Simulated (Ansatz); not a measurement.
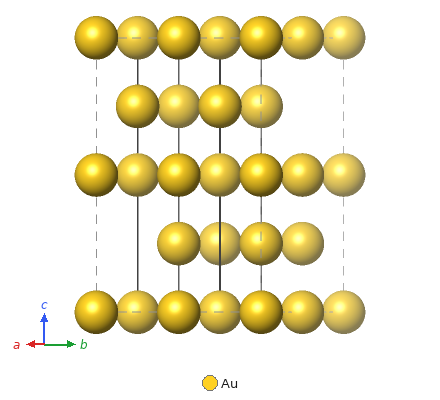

The structure, seen along [210]; the drawing may span several cells.

Given this structure, the geometry relaxed with Ansatz 0.2.0, DFT, PBEsol, plane waves (420 eV) with PAW, scalar-relativistic; the starting structure was generated, so it need not be a known form of this composition, written in its standard cell:

```
Au
1.0
     2.86830    0.00000    0.00000
    -1.43415    2.48402    0.00000
     0.00000    0.00000    9.55381
Au
4
Direct
  0.00000 0.00000 0.00000
  0.00000 0.00000 0.50000
  0.33333 0.66667 0.25000
  0.66667 0.33333 0.75000
```

Q: Predict the [210] zone-axis pattern (120 kV, kinematic, B = 1 Å²).

A: The spots form a rectangular net whose two shortest vectors correspond to d = 2.39 Å and 1.43 Å, 90.0° apart. They are 0 0 4 and 1 -2 0. The pattern has symmetry 2mm. A glide plane extinguishes reflections such as 1 -2 -1, 1 -2 1, 1 -2 -3; a screw axis and a glide plane both extinguish reflections such as 0 0 1, 0 0 3, 0 0 5; reflections such as 0 0 2, 0 0 6, 1 -2 -2 are allowed but too weak to see at this display level.

Strongest reflections with d > 0.80 Å, one of each family (|F|² from tabulated Gaussian fits of the electron scattering factors, times a small damping for the curvature of the Ewald sphere):

```tsv
hkl	d (Å)	I (strongest = 100)
0 0 4	2.388	100
1 -2 0	1.434	38
1 -2 4	1.230	25
0 0 8	1.194	23
1 -2 8	0.918	10
```

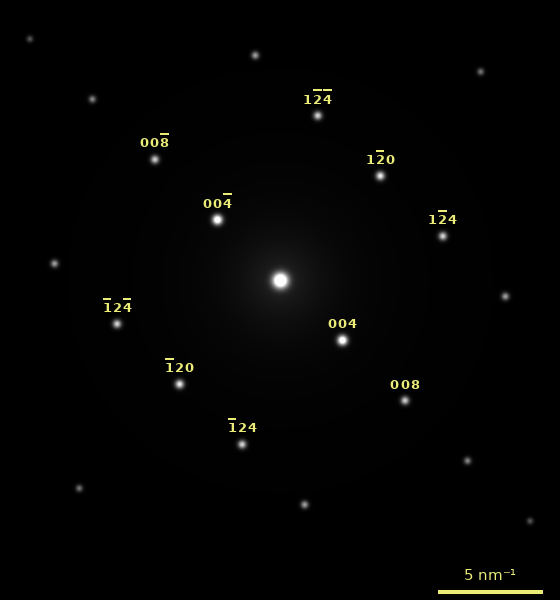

Calculated pattern, seen from the source side with [210] pointing towards the source.
